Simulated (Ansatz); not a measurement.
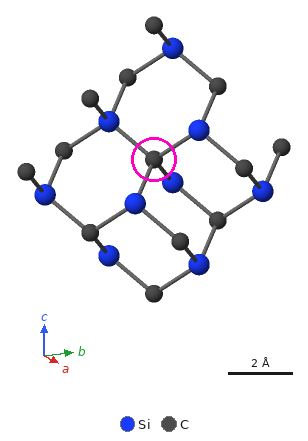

Perfect SiC. The picture is a ball-and-stick view of the atoms within 4.6 Å of one point, in a slice 3.4 Å thick across the line of sight, seen slightly off an axis.

The calculation used DFT, PBEsol, PAW, plane waves in Ansatz 0.2.0. Settings: plane-wave cutoff 420 eV; k-point mesh 1 × 1 × 1; mesh shifted by (0.25, 0.25, 0.25); no spin polarisation. Fermi-Dirac smearing of 0.01 eV. The axes drawn are those of the host's conventional cell.

A carbon atom is replaced by silicon at the ringed place, in charge state 0. The supercell has 64 sites, and the atoms are relaxed at the host's cell.

> How do the neighbours respond?

In the host the C atom has 4 Si at 1.89 Å; the Si atom ends with 4 Si at 2.15 Å. Of the host's atoms, a silicon atom moves furthest from its site, by 0.27 Å.

The relaxed defect, seen from the same direction:

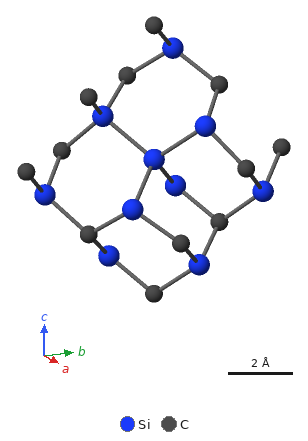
